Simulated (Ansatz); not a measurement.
**Co: single-point calculation**

The run: single-point calculation of Co (8 atoms in the cell). Method and program: DFT PBE, scalar-relativistic, plane waves, PAW, spin-polarised (Ansatz 0.2.0).

The structure derives from a Materials Project entry. It belongs to a series of runs on one base structure; here: the relaxed cell repeated 2 times. Figures and captions count atoms from 1; the log counts them from 0 in places.

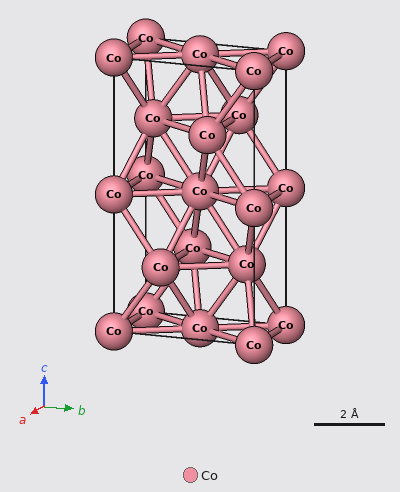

**Figure 1.** The input geometry (ball-and-stick view of the cell of the calculation, seen slightly off an axis). An atom can appear more than once, as a periodic image.

### Summary

- outcome: converged
- space group (tolerance 0.01 Å): P6₃/mmc (194)
- electrons treated: 136
- free energy: −41009.2166 eV
- Fermi energy: 18.707 eV
- gap on the k-point mesh: none (metallic)
- net moment of the cell: 13.10 μB
- integrated absolute moment: 14.37 μB
- pressure: 0.23 GPa
- largest force (length of the vector): 0.003 eV/Å
- hardware: 2 threads of Intel Xeon @ 2.50GHz (Skylake/Cascade Lake), 189 GiB of memory available, shared host
- wall time: 3.6 min (CPU time 6.7 min)
- peak memory: 1.5 GiB

### The input
```yaml
crystal:
  lattice:
    - [2.4915950707, 0.0, 0.0]
    - [-1.0e-10, 4.3155692543, 0.0]
    - [0.0, 0.0, 8.093317643]
  atoms:
    - { symbol: Co, position: [0.0, 0.0, 0.0], spin: 1.86 }
    - { symbol: Co, position: [0.5, 0.5, 0.0], spin: 1.86 }
    - { symbol: Co, position: [0.0, 0.3333333333, 0.25], spin: 1.88 }
    - { symbol: Co, position: [0.5, 0.8333333333, 0.25], spin: 1.88 }
    - { symbol: Co, position: [0.0, 0.0, 0.5], spin: 1.86 }
    - { symbol: Co, position: [0.5, 0.5, 0.5], spin: 1.86 }
    - { symbol: Co, position: [0.5, 0.1666666667, 0.75], spin: 1.88 }
    - { symbol: Co, position: [1.0, 0.6666666667, 0.75], spin: 1.88 }
basis:
  ecutwfc: 420
kpoints:
  mp_grid: { grid: [14, 8, 4] }
hamiltonian:
  xc: pbe
scf:
  occupations: { method: gaussian, width: 0.15 }
output:
  forces: true
  stress: true
  eigenvalues: true
  populations: true
magnetization:
  spin_polarized: true
```

Launched with:
```bash
ansatz run input.yaml --threads 2 --pin off --max-ram 5120MiB --backend cpu --events-out ev --progress --plain --runs-dir out
```

### Log
```
Engine: ansatz 0.2.0, x86_64-unknown-linux-gnu
Pseudopotentials: kind: paw
Pseudopotential: Co, paw, valence charge 17, recommended cutoff 420 eV (normal), Co.paw.azcp
Functional definition: PBE
  parameter kappa = 0.804
  parameter beta = 0.06672455060314922
  exchange = pbe_x(kappa = kappa, mu = beta*pi^2/3)
  correlation = pbe_c(beta = beta)
Crystal: 8 atoms, lattice volume = 87.025 Å³
Basis set: ecut = 420 eV, 1685 PW (Γ), exchange–correlation on 36×60×120 points (8 copies of the dense FFT grid, shifted against one another)
Bands: 91, of which v1, the nominal top of the filled ones, is band 68 counted from 1 (67 counted from 0)
Symmetry: 16 space group operations
Space group: P63/mmc (ITA 194), of the structure as read, at distance tolerance 4.4e-5 Å
Magnetic group: BNS 194.263 (UNI 1493), of the structure as read, at distance tolerance 4.4e-5 Å
k-points: 120 of 448
Non-local potential: Co, projectors of the file, l = 0: 3, l = 1: 2, l = 2: 3, l = 3: 1
PAW form: soft (Blöchl's): semilocal exchange-correlation on the pseudo side does not see the compensation charge
PAW one-centre angular grid: Co, 590 points (default); XC on 64 Gauss nodes
Initial density: superposition of atomic densities (chi_scale 0.1, normalization cell)
Starting moments: Σ|m| = 14.96 μB on 8 of 8 sites
Initial wavefunctions: pseudopotential atomic-orbital guess
Functional: x = pbe(κ = 0.804, μ = 0.2195149727645171), c = pbe(β = 0.06672455060314922)
SCF iter   1: F=—  HF=-41006.682380 eV  |F-HF|=—  |Δ(HF+E_count)|=         —  Δρ=9.52e-2 (↑3.93e-2 ↓9.52e-2)  dr2=9.00e0  dr2_m=6.80e-1  M=13.936 μB ∫|m|=14.478 μB  β_m=0.30  ethr=3.10e-3  ⟨swp⟩=4.9  Hψ=66353  notcnv=0  defer=795
Mixer restart at iter 1: flushing history
preconditioner: auto → Kerker (q_TF=auto, 2.939 Å⁻¹)  [metal: Δε(μ)=0.002 eV  Ē_g=8.548 eV  σ=0.150 eV  W_gap=0.01  n_scr=32 (ndim 8)  ℏωp=33.8 eV  f_vac=0.000  D(μ)=6.56/eV (n_scr^D=70)]
spin=Collinear: Kerker preconditioning applied to the charge; magnetization (m = ρ↑ − ρ↓) channel mixes plain (no charge-response kernel on spin).
SCF iter   2: F=—  HF=-41003.943656 eV  |F-HF|=—  |Δ(HF+E_count)|=    2.74e0  Δρ=4.09e-2 (↑1.64e-2 ↓4.09e-2)  dr2=6.19e-1  dr2_m=5.91e-1  M=14.018 μB ∫|m|=14.730 μB  β_m=0.37  ethr=3.10e-3  ⟨swp⟩=2.3  Hψ=34685  notcnv=0  defer=2532
SCF iter   3: F=—  HF=-41006.344744 eV  |F-HF|=—  |Δ(HF+E_count)|=    2.40e0  Δρ=2.00e-2 (↑2.00e-2 ↓1.03e-2)  dr2=5.94e-2  dr2_m=1.56e-1  M=13.752 μB ∫|m|=14.659 μB  β_m=0.55  ethr=4.55e-4  ⟨swp⟩=1.9  Hψ=26338  notcnv=0  defer=2532
SCF iter   4: F=—  HF=-41008.569155 eV  |F-HF|=—  |Δ(HF+E_count)|=    2.22e0  Δρ=1.46e-2 (↑1.46e-2 ↓9.70e-3)  dr2=2.66e-1  dr2_m=1.15e-2  M=13.405 μB ∫|m|=14.498 μB  β_m=0.78  ethr=4.37e-5  ⟨swp⟩=2.0  Hψ=41561  notcnv=0  defer=2548
SCF iter   5: F=—  HF=-41009.193062 eV  |F-HF|=—  |Δ(HF+E_count)|=   6.24e-1  Δρ=4.29e-3 (↑4.29e-3 ↓3.09e-3)  dr2=3.26e-2  dr2_m=9.20e-4  M=13.156 μB ∫|m|=14.368 μB  β_m=0.88  ethr=4.37e-5  ⟨swp⟩=2.0  Hψ=41978  notcnv=0  defer=2542
SCF iter   6: F=—  HF=-41009.217355 eV  |F-HF|=—  |Δ(HF+E_count)|=   2.43e-2  Δρ=3.03e-3 (↑2.65e-3 ↓3.03e-3)  dr2=1.67e-2  dr2_m=1.98e-4  M=13.111 μB ∫|m|=14.356 μB  β_m=0.69  ethr=2.40e-5  ⟨swp⟩=2.0  Hψ=34364  notcnv=0  defer=2539
SCF iter   7: F=—  HF=-41009.216601 eV  |F-HF|=—  |Δ(HF+E_count)|=   7.54e-4  Δρ=3.99e-4 (↑3.84e-4 ↓3.99e-4)  dr2=2.16e-4  dr2_m=4.60e-6  M=13.097 μB ∫|m|=14.356 μB  β_m=0.84  ethr=1.23e-5  ⟨swp⟩=2.0  Hψ=29751  notcnv=0  defer=2539
SCF iter   8: F=—  HF=-41009.216630 eV  |F-HF|=—  |Δ(HF+E_count)|=   2.92e-5  Δρ=1.68e-4 (↑1.12e-4 ↓1.68e-4)  dr2=4.70e-5  dr2_m=2.04e-6  M=13.097 μB ∫|m|=14.360 μB  β_m=0.92  ethr=1.59e-7  ⟨swp⟩=2.5  Hψ=32652  notcnv=0  defer=2539
SCF iter   9: F=—  HF=-41009.216647 eV  |F-HF|=—  |Δ(HF+E_count)|=   1.68e-5  Δρ=8.42e-5 (↑2.44e-5 ↓8.42e-5)  dr2=5.13e-6  dr2_m=1.20e-6  M=13.098 μB ∫|m|=14.361 μB  β_m=0.96  ethr=3.45e-8  ⟨swp⟩=2.0  Hψ=30046  notcnv=0  defer=2539
SCF iter  10: F=—  HF=-41009.216649 eV  |F-HF|=—  |Δ(HF+E_count)|=   2.53e-6  Δρ=6.86e-5 (↑2.37e-5 ↓6.86e-5)  dr2=5.22e-6  dr2_m=4.69e-7  M=13.098 μB ∫|m|=14.361 μB  β_m=0.98  ethr=3.77e-9  ⟨swp⟩=1.0  Hψ=21840  notcnv=0  defer=2539
SCF iter  11: F=—  HF=-41009.216649 eV  |F-HF|=—  |Δ(HF+E_count)|=   1.12e-7  Δρ=1.70e-5 (↑3.56e-6 ↓1.70e-5)  dr2=1.62e-7  dr2_m=5.10e-8  M=13.098 μB ∫|m|=14.361 μB  β_m=0.99  ethr=3.77e-9  ⟨swp⟩=2.1  Hψ=29249  notcnv=0  defer=2539
SCF iter  12: F=—  HF=-41009.216649 eV  |F-HF|=—  |Δ(HF+E_count)|=   4.24e-8  Δρ=1.04e-5 (↑3.61e-6 ↓1.04e-5)  dr2=1.02e-7  dr2_m=1.23e-8  M=13.099 μB ∫|m|=14.361 μB  β_m=1.00  ethr=1.19e-10  ⟨swp⟩=1.1  Hψ=21863  notcnv=0  defer=2539
SCF iter  13: F=—  HF=-41009.216649 eV  |F-HF|=—  |Δ(HF+E_count)|=  8.00e-11  Δρ=2.10e-6 (↑1.24e-6 ↓2.10e-6)  dr2=5.46e-9  dr2_m=2.00e-10  M=13.099 μB ∫|m|=14.361 μB  β_m=0.85  ethr=7.51e-11  ⟨swp⟩=2.0  Hψ=28297  notcnv=0  defer=2539
SCF iter  14: F=-41009.216649 eV  HF=-41009.216649 eV  |F-HF|=5.68e-10  |Δ(HF+E_count)|=  6.04e-10  Δρ=7.15e-7 (↑4.33e-7 ↓7.15e-7)  dr2=7.36e-10  dr2_m=4.86e-11  M=13.099 μB ∫|m|=14.361 μB  ethr=4.01e-12  ⟨swp⟩=7.1  Hψ=87424  notcnv=0
SCF 1 converged in 14 iterations: F = -41009.216649 eV  dr2 = 7.36e-10
  greatest PAW one-centre occupation: 1.001 electrons in one spin orbital (limit 2), on the Co atom at site 5 (counted from 0), in its partial waves of l = 1
```

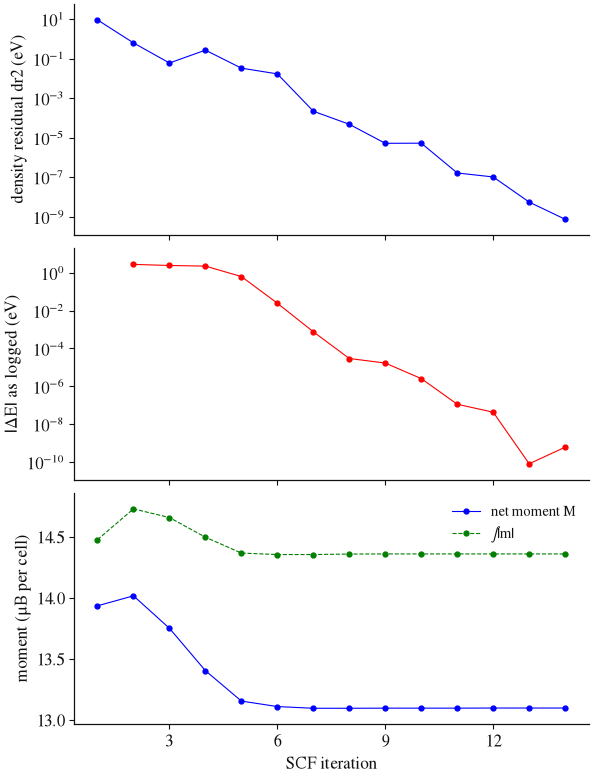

**Figure 2.** Convergence of the self-consistent field: density residual dr2, size of the energy change and magnetic moment against the SCF iteration. The residual comes down, with one marked jump up, by a factor of about 4, at step 4. The net moment goes from 13.9 to 13.1 μB per cell.

```
SCF converged after 14 iterations
Magnetization: 13.0985 μB (74.5493 up, 61.4507 down)
Absolute magnetization: 14.3651 μB (∫|ρ↑−ρ↓|, with the PAW one-centre terms)
Spin contamination: 0.2214 ħ² per cell (⟨S²⟩ above its minimum at these occupations)
Per-site moments (μB) at R_I (Å): [(1.7004015515758997, 1.024064840939891), (1.7004015515759003, 1.024064840939891), (1.719160767957859, 1.024064840939891), (1.719160767957859, 1.024064840939891), (1.7004015515759003, 1.024064840939891), (1.7004015515759, 1.024064840939891), (1.7191607679578595, 1.024064840939891), (1.7191607679578584, 1.024064840939891)]
Free energy (F): -41009.216649 eV
Harris-Foulkes:  -41009.216649 eV  (|F-HF|=5.68e-10)
Internal energy: -41009.135161 eV  (E = F + TS)
E sigma→0 (E₀):  -41009.175905 eV
Entropy (-TS):   -0.081488 eV (-10.186 meV/atom)
Fermi energy:    18.706849 eV
--- Per-component energies (eV) ---
  E_band       = -1959.428994
  E_kinetic    = 3628.266397
  E_local      = -22686.865466  (includes V_loc(G=0)·N_el)
  E_nonlocal   = 3632.778945
  E_hartree    = 9507.584163
  E_xc         = -1271.936928
  E_vxc        = -1641.343772  (∫ρ·V_xc dr)
  E_paw        = -12120.900003  (= ΣΔE_a)
  E_vpaw       = -3907.436023  (= ΣTr[D̂ρ^β])
  E_aug_tail   = 0.000679  (compensation charges beyond the density's cutoff)
  E_ewald      = -21698.062949
  E_smearing   = -0.081488  (= −TS)
  E_closure    = -0.000000  (closes the sum)
  Σ components = -41009.216649   (vs F -41009.216649, Δ=0.00e0)
--- Forces (eV/Å), atoms counted from 1 ---
  atom   1  Co     0.00000000     0.00000000    -0.00000000
  atom   2  Co    -0.00000000     0.00000000    -0.00000000
  atom   3  Co     0.00000000    -0.00317105    -0.00000000
  atom   4  Co     0.00000000    -0.00317105    -0.00000000
  atom   5  Co    -0.00000000     0.00000000     0.00000000
  atom   6  Co    -0.00000000    -0.00000000     0.00000000
  atom   7  Co    -0.00000000     0.00317105     0.00000000
  atom   8  Co    -0.00000000     0.00317105     0.00000000
  max |Σ_I F_I| component: 6.94e-18 eV/Å
--- Stress (GPa, compression-positive) ---
        0.455076       0.000000       0.000000
        0.000000       0.276985      -0.000000
        0.000000      -0.000000      -0.052821
  P = ⅓ Tr σ = 0.2264 GPa (2.264 kbar)
--- Band table (eV; the first three rows and the last of 240) ---
  k-point 0 ↑: bands = ["-77.4505", "-77.4351", "-77.4023", "-77.4010", "-77.4000", "-77.3854", "-77.3658", "-77.3636", "-40.8495", "-40.8290", "-40.8241", "-40.7770", "-40.7592", "-40.7234", "-40.6911", "-40.6663", "-40.6459", "-40.6310", "-40.5979", "-40.5886", "-40.5762", "-40.5744", "-40.5590", "-40.5590", "-40.5554", "-40.5402", "-40.5401", "-40.5306", "-40.5303", "-40.5173", "-40.5116", "-40.5115", "9.6212", "11.8435", "11.8677", "13.4386", "13.4674", "13.4689", "13.8515", "14.2047", "14.5494", "14.6916", "14.8170", "15.5549", "15.6677", "15.6981", "15.8584", "15.8934", "15.8946", "15.9126", "15.9299", "15.9301", "16.0072", "16.1919", "16.1933", "16.2619", "16.2621", "16.4032", "16.7879", "16.8403", "16.8455", "16.8464", "17.1729", "17.1740", "17.4970", "17.4977", "17.8743", "17.8930", "17.8935", "17.9485", "17.9867", "18.0242", "18.1065", "18.1345", "18.1580", "18.4016", "18.8640", "19.9614", "21.0616", "21.6701", "24.8529", "25.5082", "25.5328", "28.9337", "29.5980", "30.6306", "31.5699", "33.3316", "33.3736", "33.3754", "36.7401"]
  k-point 1 ↑: bands = ["-77.4488", "-77.4381", "-77.4020", "-77.4004", "-77.3979", "-77.3872", "-77.3655", "-77.3639", "-40.8378", "-40.8226", "-40.8193", "-40.7847", "-40.7742", "-40.7574", "-40.6787", "-40.6630", "-40.6282", "-40.6115", "-40.6084", "-40.5782", "-40.5781", "-40.5767", "-40.5582", "-40.5573", "-40.5572", "-40.5454", "-40.5454", "-40.5294", "-40.5253", "-40.5251", "-40.5134", "-40.5133", "9.7778", "10.9605", "12.7119", "13.4291", "13.5072", "13.5504", "13.8382", "14.0599", "14.3490", "14.4374", "15.2505", "15.5316", "15.7232", "15.9213", "15.9225", "15.9260", "15.9347", "15.9595", "15.9597", "15.9644", "16.1464", "16.1478", "16.2104", "16.2107", "16.3043", "16.4293", "16.4542", "16.9045", "16.9054", "17.1283", "17.1293", "17.2252", "17.4719", "17.5703", "17.5710", "17.7861", "17.8047", "17.8168", "17.8447", "17.8453", "17.9538", "18.0046", "18.1045", "18.1126", "19.3266", "20.0315", "21.1378", "21.5935", "25.6549", "25.6826", "25.7607", "28.2921", "28.5343", "30.4795", "32.0027", "32.5207", "33.5729", "35.3560", "36.4046"]
  k-point 2 ↑: bands = ["-77.4440", "-77.4440", "-77.4012", "-77.4012", "-77.3920", "-77.3920", "-77.3647", "-77.3647", "-40.8110", "-40.8110", "-40.8046", "-40.8046", "-40.7940", "-40.7940", "-40.6640", "-40.6640", "-40.6202", "-40.6202", "-40.5798", "-40.5798", "-40.5663", "-40.5663", "-40.5634", "-40.5634", "-40.5524", "-40.5524", "-40.5524", "-40.5524", "-40.5183", "-40.5183", "-40.5181", "-40.5181", "10.2370", "10.2370", "13.2396", "13.2396", "13.6890", "13.6890", "13.7755", "13.7755", "14.2812", "14.2812", "15.5273", "15.5273", "15.8526", "15.8526", "15.9811", "15.9811", "15.9819", "15.9819", "16.1196", "16.1196", "16.1202", "16.1202", "16.1227", "16.1227", "16.7091", "16.7091", "16.7596", "16.7596", "17.0236", "17.0236", "17.0246", "17.0246", "17.0736", "17.0736", "17.5900", "17.5900", "17.7183", "17.7183", "17.7190", "17.7190", "17.9710", "17.9710", "18.1018", "18.1018", "19.8504", "19.8504", "21.3767", "21.3767", "25.8682", "25.8682", "27.8139", "27.8139", "27.8555", "27.8555", "33.4192", "33.4192", "34.2696", "34.2696", "35.8484"]
  k-point 119 ↓: bands = ["-75.3015", "-75.3015", "-75.3015", "-75.3015", "-75.2850", "-75.2850", "-75.2850", "-75.2850", "-38.7894", "-38.7894", "-38.7894", "-38.7894", "-38.7682", "-38.7682", "-38.7682", "-38.7682", "-38.6119", "-38.6119", "-38.6119", "-38.6119", "-38.5832", "-38.5832", "-38.5832", "-38.5832", "-38.5453", "-38.5453", "-38.5453", "-38.5453", "-38.5257", "-38.5257", "-38.5257", "-38.5257", "14.6689", "14.6689", "14.6689", "14.6689", "14.8525", "14.8525", "14.8525", "14.8525", "15.5712", "15.5712", "15.5712", "15.5712", "16.9057", "16.9057", "16.9057", "16.9057", "17.8210", "17.8210", "17.8210", "17.8210", "17.8495", "17.8495", "17.8495", "17.8495", "18.4528", "18.4528", "18.4528", "18.4528", "19.5391", "19.5391", "19.5391", "19.5391", "19.9049", "19.9049", "19.9049", "19.9049", "20.0118", "20.0118", "20.0118", "20.0118", "20.9914", "20.9914", "20.9914", "20.9914", "22.1223", "22.1223", "22.1223", "22.1223", "26.6548", "26.6548", "26.6548", "26.6548", "28.5711", "28.5711", "28.5711", "28.5711", "33.7363", "33.7363", "33.7363"]
--- Löwdin populations: 8 sites ---
  site symbol       q [e]    m [muB]
     0     Co     16.7807     1.6937
     1     Co     16.7807     1.6937
     2     Co     16.7754     1.7094
     3     Co     16.7754     1.7094
     4     Co     16.7807     1.6937
     5     Co     16.7807     1.6937
     6     Co     16.7754     1.7094
     7     Co     16.7754     1.7094
  spilling = 0.013056 (of n_electrons = 136.000000)
```

### File populations.tsv
```
# site	symbol	l	j	q_up	q_dn
# orbitals = lowdin
# n_electrons = 136.000000
# spilling = 0.013056
0	Co	0_3S	-	0.993674	0.993964
0	Co	0_4S	-	0.462935	0.496290
0	Co	1_3P	-	2.998804	2.998703
0	Co	2_3D	-	4.781760	3.054533
1	Co	0_3S	-	0.993674	0.993964
1	Co	0_4S	-	0.462935	0.496290
1	Co	1_3P	-	2.998804	2.998703
1	Co	2_3D	-	4.781760	3.054533
2	Co	0_3S	-	0.993667	0.993969
2	Co	0_4S	-	0.462454	0.497078
2	Co	1_3P	-	2.998811	2.998702
2	Co	2_3D	-	4.787471	3.043284
3	Co	0_3S	-	0.993667	0.993969
3	Co	0_4S	-	0.462454	0.497078
3	Co	1_3P	-	2.998811	2.998702
3	Co	2_3D	-	4.787471	3.043284
4	Co	0_3S	-	0.993674	0.993964
4	Co	0_4S	-	0.462935	0.496290
4	Co	1_3P	-	2.998804	2.998703
4	Co	2_3D	-	4.781760	3.054533
5	Co	0_3S	-	0.993674	0.993964
5	Co	0_4S	-	0.462935	0.496290
5	Co	1_3P	-	2.998804	2.998703
5	Co	2_3D	-	4.781760	3.054533
6	Co	0_3S	-	0.993667	0.993969
6	Co	0_4S	-	0.462454	0.497078
6	Co	1_3P	-	2.998811	2.998702
6	Co	2_3D	-	4.787471	3.043284
7	Co	0_3S	-	0.993667	0.993969
7	Co	0_4S	-	0.462454	0.497078
7	Co	1_3P	-	2.998811	2.998702
7	Co	2_3D	-	4.787471	3.043284
```

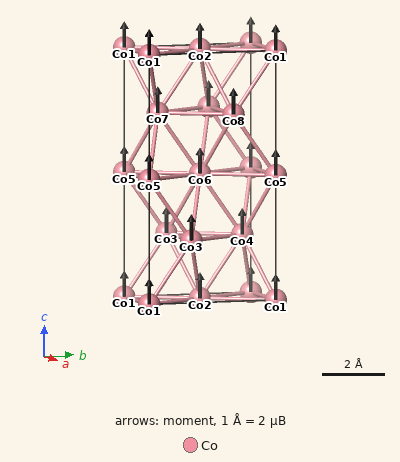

**Figure 3.** Magnetic moments of the sites as black arrows (ball-and-stick view of the cell of the calculation, seen slightly off an axis; atoms are numbered from 1 in the order of the input); small moments hardly show. The run is collinear, so the axis drawn is arbitrary. Site moments: Co3, Co4, Co7, Co8 (1.72 μB); Co1, Co2, Co5, Co6 (1.70 μB). They are counted near the atoms and needn't add up to the moment of the cell.

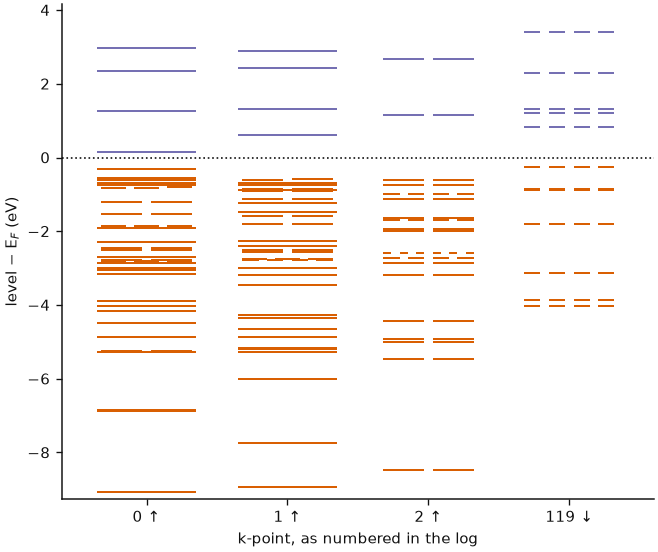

**Figure 4.** Kohn–Sham levels near the Fermi level (dotted) at the few k-points that the log prints; levels within 0.02 eV of each other stand side by side. The system is metallic on the full mesh.
